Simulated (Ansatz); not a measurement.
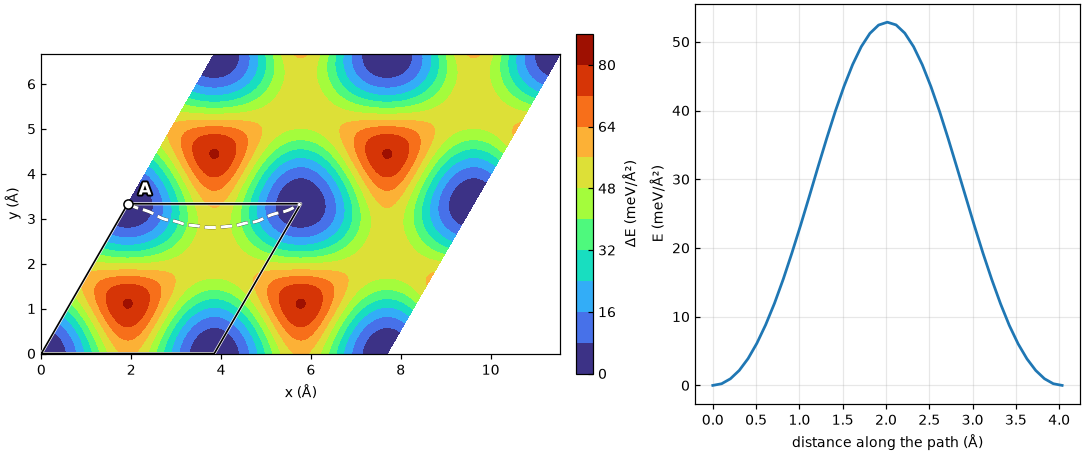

ZnS (F-43m, No. 216; 6 atoms in the cell). The crystal above one (1 -1 1) plane is slid rigidly over the crystal below it (one fault a cell, nothing relaxed). Places are given modulo a cell vector. The map is drawn in real space over the plane of the slide. Grid: 6 × 6 points; 10 points were computed and 26 follow by symmetry. Energies are in meV/Å², from the lowest grid point. All numbers below come from DFT PBE, scalar-relativistic, plane waves, PAW (Ansatz). Settings: cutoff 420 eV, k-mesh 8×8×3 in the order of the run's cell vectors, gaussian smearing 0.05 eV, no spin polarisation.

The picture shows filled contours, a line along the lowest path, the outline of one cell of the 2 × 2 shown, the energy along the path at the right, the start A. Between grid points the surface is interpolated.

Q: Describe the path and its barrier.

A: The easiest path leads from the well at (0/6, 0/6) of the cell vectors to its copy one period on. Its highest point lies about 53 meV/Å² above the bottom of the first well on the interpolated surface, at about (0.58, 0.84) of the cell vectors. The start is the relaxed structure and all else is held, so a fully relaxed path at this level can only be lower.
